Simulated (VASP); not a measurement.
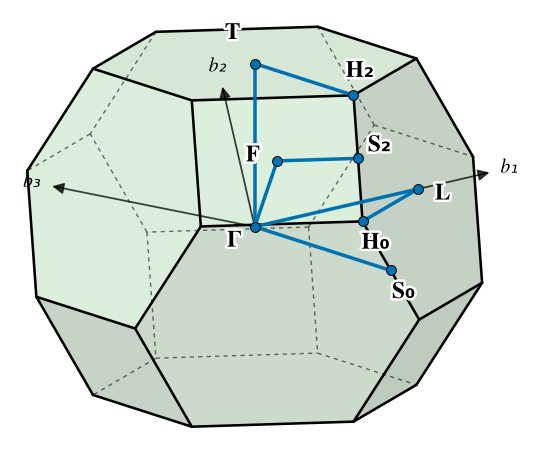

For Al2O3, coordinates from a relaxation with VASP Kohn-Sham DFT of a periodic cell, PBE, VASP PAW PBE potentials, minimal, release 54 (VASP 6.6.1): the first Brillouin zone and its special points. The drawing is computed from the coordinates (standard cell, symmetry found to 0.002 Å).

Space group R-3c (No. 167, hexagonal axes); a = 4.806 Å, b = 4.806 Å, c = 13.116 Å, α = 90.00°, β = 90.00°, γ = 120.00°.

Labels and path follow the convention of Hinuma et al. (2017), as computed by seekpath; the arrows show the directions of the reciprocal primitive vectors b₁, b₂, b₃, in which coordinates are given; lengths include the factor 2π.

### List the special points with their coordinates and distances from Γ.

```tsv
point	k₁	k₂	k₃	length of k (1/Å)
Γ	0	0	0	0.000
T	1/2	1/2	1/2	0.719
L	1/2	0	0	0.792
F	1/2	0	1/2	0.894
S₀	0.367	−0.367	0	0.959
S₂	0.633	0	0.367	0.959
H₀	1/2	−0.234	0.234	1.000
H₂	0.766	0.234	1/2	1.000
```

### What is the zone's volume?

(2π)³ over the primitive cell's volume of 87.43 Å³: 2.84 Å⁻³.
